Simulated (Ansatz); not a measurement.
Structure (in its standard cell), the end point of a relaxation with Ansatz, DFT PBE, scalar-relativistic, plane waves, PAW; the starting structure was generated, so it need not be a known form of this composition:

Space group Fm-3m (No. 225). a = 3.512 Å, b = 3.512 Å, c = 3.512 Å, α = 90.00°, β = 90.00°, γ = 90.00°
| atom | site | symmetry | x | y | z |
| --- | --- | --- | --- | --- | --- |
| Ni | 4a | m-3m | 0.0000 | 0.0000 | 0.0000 |

### Predict the [110] zone-axis pattern (200 kV, kinematic, B = 0.5 Å²).

The spots form a centred rectangular net with both shortest vectors at d = 2.03 Å, 70.5° apart. They are -1 1 -1 and -1 1 1. The pattern has symmetry 2mm. The lattice centring (F) removes all reflections that break h + k = 2n, h + l = 2n.

Strongest reflections with d > 0.80 Å, one of each family (|F|² from tabulated Gaussian fits of the electron scattering factors, times a small damping for the curvature of the Ewald sphere):

| hkl | d (Å) | I (strongest = 100) |
| --- | --- | --- |
| 1 -1 1 | 2.027 | 100 |
| 0 0 2 | 1.756 | 76 |
| 2 -2 0 | 1.242 | 35 |
| 1 -1 3 | 1.059 | 23 |
| 2 -2 2 | 1.014 | 20 |
| 0 0 4 | 0.878 | 13 |

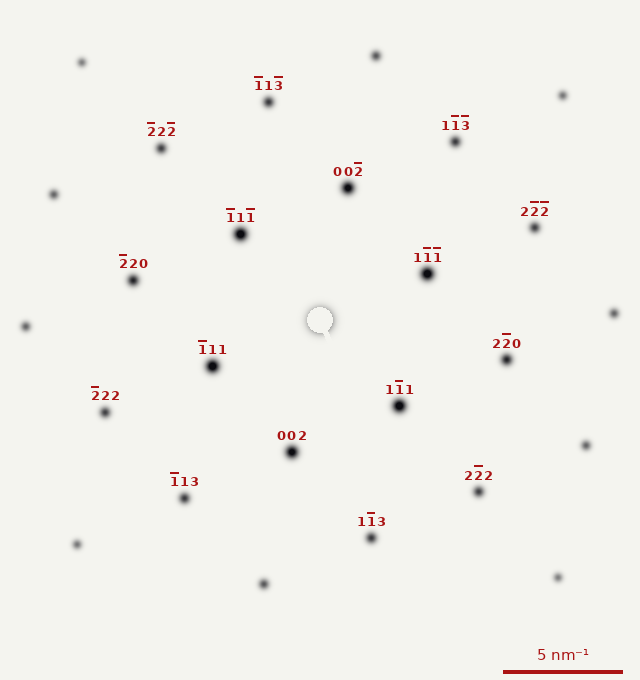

Calculated pattern, seen from the source side with [110] pointing towards the source.
